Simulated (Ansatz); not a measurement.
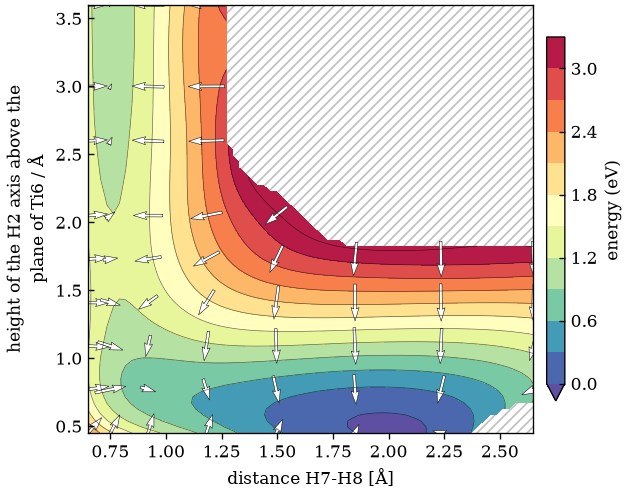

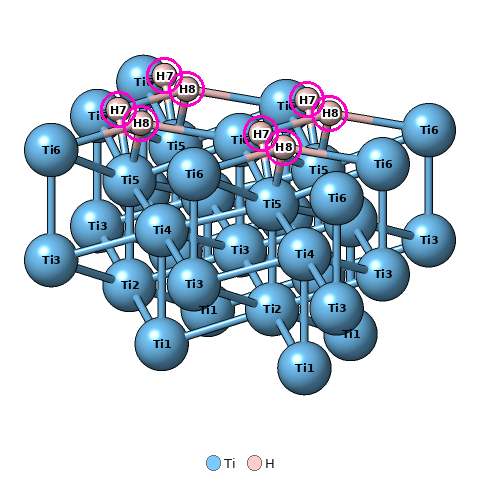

Energy landscape of H₂ on a Ti(111) slab cut from the Im-3m phase, its upper half relaxed before the scan (6 atoms of substrate and one adsorbate in a 1 × 1 cell). H2 lies flat over one site of a rigid substrate while its bond length and height are varied; it sits over a hollow of the top layer over the deeper atom Ti5, heights counted from the top plane, its axis along the long diagonal of the hexagonal surface cell. Coordinates scanned: (1) distance H7-H8; (2) height of the H2 axis above the plane of Ti6. Grid: 8 × 9 points. At 16 points there is no value (left out: too close to the surface, or the stretched molecule far from it). Points are written as (first, second). All energies are given in eV relative to the lowest grid point. Theory: DFT PBE, scalar-relativistic, plane waves, PAW in Ansatz. Settings: cutoff 420 eV, k-mesh 6×6×1, gaussian smearing 0.1 eV, no spin polarisation.

Drawn: filled contours, arrows along the force (downhill), their lengths compressed, hatched blanks where no value was computed. Between grid points the surface is interpolated. The second picture is the structure at the lowest point; rings mark the moved atoms.

> What does the map say about the system?

The lowest grid point is at (1.849 Å, 0.45 Å). It lies on the edge of the grid, but the force there points inwards, so the minimum lies inside the range. The highest grid point, (1.495 Å, 2.05 Å), lies 3.26 eV above the lowest. On the interpolated surface the lowest path from the intact molecule far from the surface, (0.750 Å, 3.60 Å), to the well of the stretched molecule, about (2.02 Å, 0.48 Å), has its top at (0.750 Å, 1.73 Å), about 0.2 eV above the start and 1.3 eV above the end.

The values on the grid:

```
second ↓, first →  0.650  0.750  0.919  1.181  1.495  1.849  2.235  2.650
             3.60   1.26   1.04   1.39   2.52      –      –      –      –
             3.00   1.29   1.07   1.41   2.52      –      –      –      –
             2.60   1.33   1.11   1.44   2.50      –      –      –      –
             2.05   1.45   1.21   1.48   2.38   3.26      –      –      –
             1.73   1.53   1.25   1.45   2.16   2.79   3.08   3.12   3.06
             1.41   1.56   1.22   1.30   1.75   2.08   2.15   2.12   2.12
             1.09   1.51   1.10   1.00   1.15   1.20   1.13   1.12   1.31
             0.77   1.55   1.04   0.74   0.60   0.42   0.27   0.35   0.88
             0.45   2.47   1.85   1.32   0.83   0.34   0.00   0.07      –
```

Time for the 56 points that were run: 26 min on 1 thread of Intel(R) Xeon(R) Platinum 8488C (Sapphire Rapids) (shared host).

PAW datasets: the set soft_1.
